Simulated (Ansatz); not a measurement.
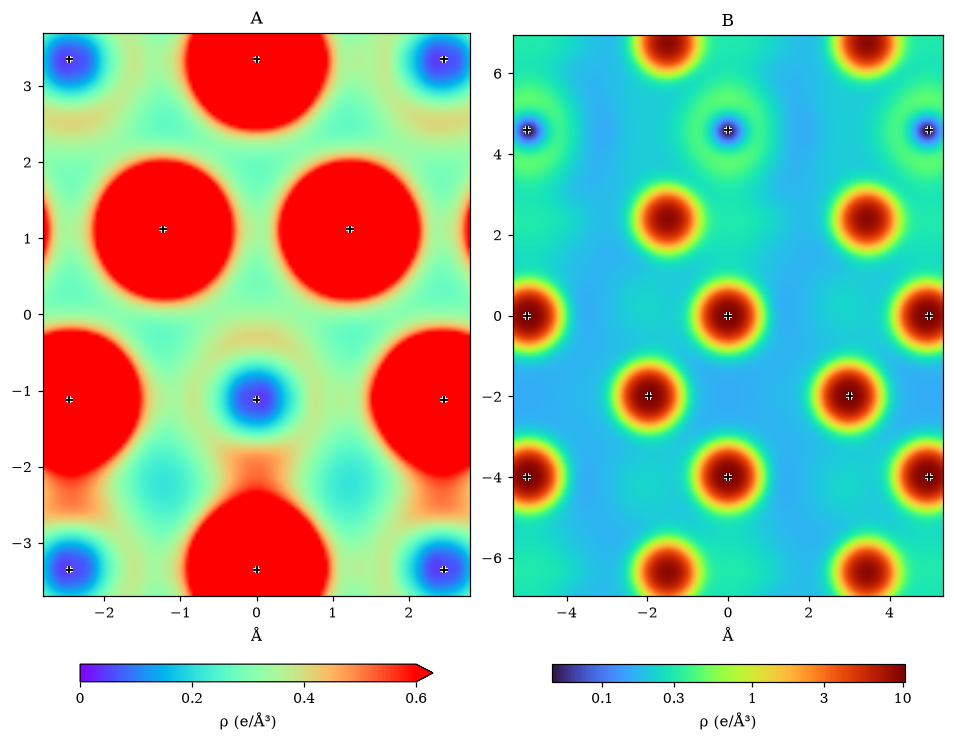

The valence pseudo-density of 2 systems, each on a plane through atoms (crosses mark nuclei in the plane).

Method: Ansatz, DFT PBEsol, scalar-relativistic, plane waves, PAW.

System 1: SiNi$_{2}$, the (110) plane of the conventional cell. Space group P6₃/mmc; computed without spin polarisation.

System 2: Ti$_{5}$Si, the (010) plane of the conventional cell. Space group R32; a structure from a database of computed crystals, not necessarily the ambient phase; computed without spin polarisation.

```cif
data_structure
_symmetry_space_group_name_H-M 'P 1'
_symmetry_Int_Tables_number 1
_cell_length_a 4.9795
_cell_length_b 4.9795
_cell_length_c 13.1972
_cell_angle_alpha 90.000
_cell_angle_beta 90.000
_cell_angle_gamma 120.000
_cell_volume 283.39
loop_
_atom_site_label
_atom_site_type_symbol
_atom_site_fract_x
_atom_site_fract_y
_atom_site_fract_z
_atom_site_occupancy
Ti1 Ti 0.00000 0.00000 0.15122 1
Ti2 Ti 0.66667 0.33333 0.48455 1
Ti3 Ti 0.33333 0.66667 0.81788 1
Ti4 Ti 0.60462 0.00000 0.00000 1
Ti5 Ti 0.27129 0.33333 0.33333 1
Ti6 Ti 0.93796 0.66667 0.66667 1
Ti7 Ti 0.00000 0.60462 0.00000 1
Ti8 Ti 0.66667 0.93796 0.33333 1
Ti9 Ti 0.33333 0.27129 0.66667 1
Ti10 Ti 0.66667 0.33333 0.18212 1
Ti11 Ti 0.33333 0.66667 0.51545 1
Ti12 Ti 0.00000 0.00000 0.84878 1
Ti13 Ti 0.39538 0.39538 0.00000 1
Ti14 Ti 0.06204 0.72871 0.33333 1
Ti15 Ti 0.72871 0.06204 0.66667 1
Si1 Si 0.33333 0.66667 0.16667 1
Si2 Si 0.00000 0.00000 0.50000 1
Si3 Si 0.66667 0.33333 0.83333 1
```

**Match each panel to its system.**

Panel A is system 1, SiNi$_{2}$: the plane holds Si and Ni. Si–Ni (2.23 Å): the density is about 0.54 e/Å³ at the midpoint. Panel B is system 2, Ti$_{5}$Si: the plane holds Ti and Si. Ti–Ti (2.80 Å): ρ is about 0.19 e/Å³ halfway.
